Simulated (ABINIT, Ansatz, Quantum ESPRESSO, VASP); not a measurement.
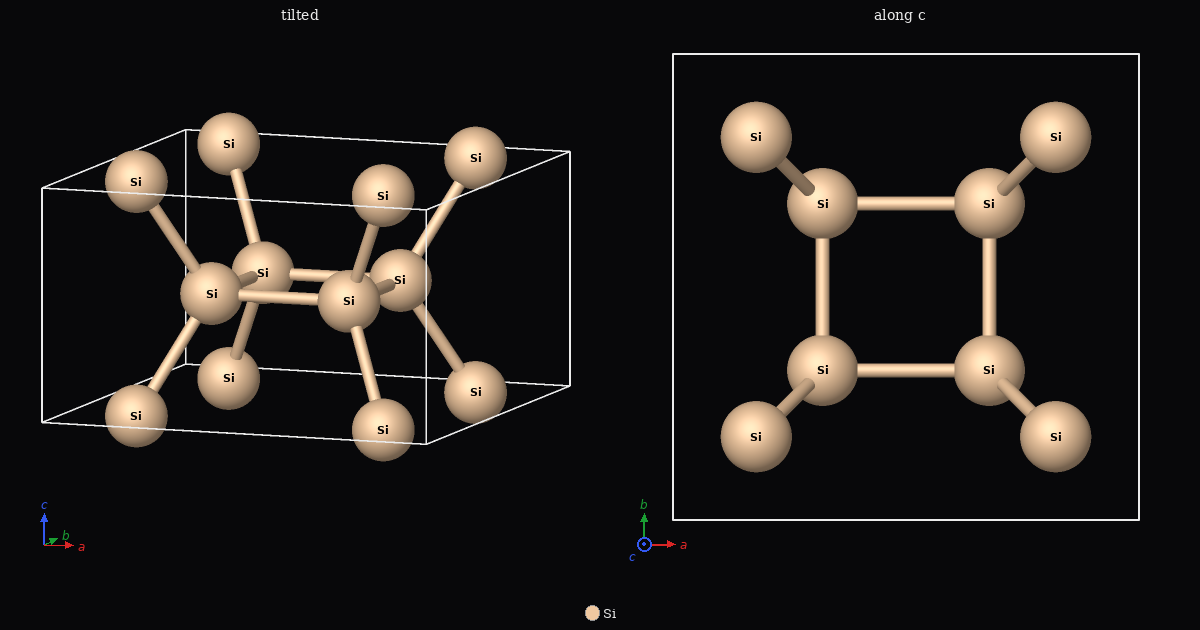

Si, space group I4/mmm (No. 139), a = 6.651 Å, b = 6.651 Å, c = 3.845 Å, α = 90.00°, β = 90.00°, γ = 90.00°. Ball-and-stick representation of a periodic structure, projected slightly off an axis and along the c axis. One conventional unit cell is framed, with atoms on its boundary repeated. The cell is a structure listed in the Materials Project. This isn't the form of Si at room conditions, which is diamond.

One fixed geometry in four programs or potential sets. Alike in all runs: functional PBE; k mesh 8 × 8 × 8 on the run's cell of 4 atoms; occupations fermi-dirac, width 0.05 eV; no spin polarisation; no spin-orbit coupling.

| program | gap (eV) | pressure (GPa) |
| --- | --- | --- |
| Quantum ESPRESSO (SSSP 1.3 efficiency) | 0.26 | 1.3 |
| ABINIT (JTH PAW PBE v2.0) | ? | ? |
| VASP (PBE potentials, release 64 Si) | 0.26 | 1.3 |
| Ansatz LAPW (all-electron) | 0.26 | 1.3 |

Estimate the row of ABINIT (JTH PAW PBE v2.0).

Answer. A gap of 0.27 eV and a pressure of 1.3 GPa. The other rows span 0.26 to 0.26 eV and 1.3 to 1.3 GPa.

Is this cell larger or smaller than the equilibrium cell of this functional?

Answer. Smaller: all pressures given are positive (1.3 to 1.3 GPa), so its volume would grow, if only a little in a stiff crystal.

Gaps are the least found on the k-mesh, which can miss the band edges. Plane-wave pressures hold the error of each finite cutoff.
